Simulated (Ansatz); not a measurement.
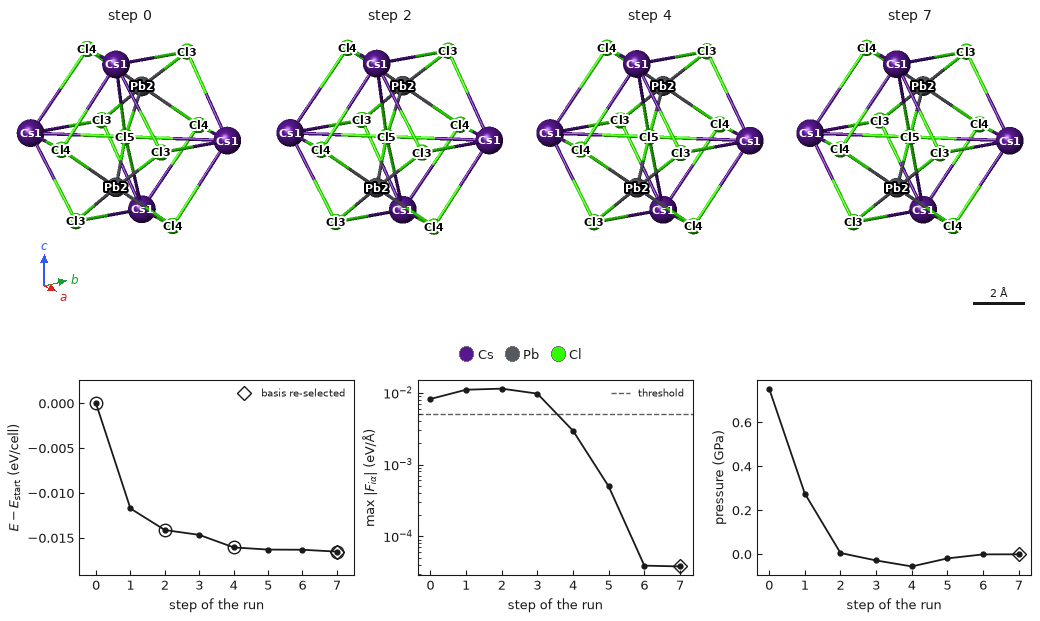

Frames of a relaxation of crystalline CsPbCl3 (built on the database structure type), marked on the history of the run. A ball-and-stick model of the atoms within 5.0 Å of the atom that moves most (axes of the conventional cell (3 times the calculation's cell)), seen slightly off an axis. Lengths and directions refer to the drawn axes.

Level of theory: DFT, PBE, plane waves, PAW (Ansatz 0.2.0). (plane-wave cutoff 420 eV; k-point mesh 4 × 4 × 4; occupations fermi dirac; smearing width 0.02 eV; no spin polarisation; cell and atoms relaxed; force threshold 0.005 eV/Å)

**What happens along the run?**

The largest moves relative to the cell, 0.15 Å, are those of Cl3, Cl4 and Cl5. Cl5 goes along [1 1 0]. Pb and Cs stay in place. The drawn cell changes as follows: a = b 8.006 → 8.119 Å (+1.4 %), c 9.887 → 9.942 Å (+0.6 %); the volume changes by +3.4 %. Among the contacts that change: Cs1–Cl3 3.854 → 4.059 Å, Cs1–Cl3 (another image) 4.152 → 4.060 Å, Cs1–Cl3 (another image) 4.028 → 4.059 Å, Pb2–Cl3 2.842 → 2.870 Å. Bond angles that change, for instance: Pb2–Cl4–Pb2 174.0° → 180.0°, Cs1–Cl4–Cs1 175.8° → 180.0°, Cs1–Cl4–Pb2 87.0° → 90.0°. The space group (tolerance 0.01 Å) goes from R32 (No. 155) to Pm-3m (No. 221). After 6 accepted moves (7 points after the start) the energy has fallen by 16.5 meV per cell of the calculation. Largest force component: 0.0082 eV/Å at the start, under 0.0001 eV/Å at the end. The pressure goes from 0.75 to 0.00 GPa. At 1 point the geometry stayed and the basis and grid were re-selected for the new cell (energy shift of 0.2 meV per cell of the calculation at most each time). From step 0 to 2: Cl atoms move most (0.02 Å), volume +3.3 %, energy −14.1 meV per cell of the calculation. From step 2 to 4: Cl atoms move most (0.09 Å), volume +0.4 %, energy −1.9 meV per cell of the calculation. From step 4 to 7: Cl atoms move most (0.04 Å), volume −0.2 %, energy −0.5 meV per cell of the calculation.

| step | E − E(0), meV/atom | largest force component, eV/Å | pressure, GPa | volume, Å³/atom | note |
| --- | --- | --- | --- | --- | --- |
| 0 | 0.00 | 0.0082 | 0.75 | 36.589 |  |
| 1 | -2.34 | 0.0110 | 0.28 | 37.319 |  |
| 2 | -2.82 | 0.0114 | 0.01 | 37.779 |  |
| 3 | -2.93 | 0.0097 | -0.03 | 37.849 |  |
| 4 | -3.21 | 0.0030 | -0.06 | 37.928 |  |
| 5 | -3.26 | 0.0005 | -0.02 | 37.867 |  |
| 6 | -3.26 | 0.0000 | 0.00 | 37.836 |  |
| 7 | -3.30 | 0.0000 | 0.00 | 37.836 | same geometry, new basis |
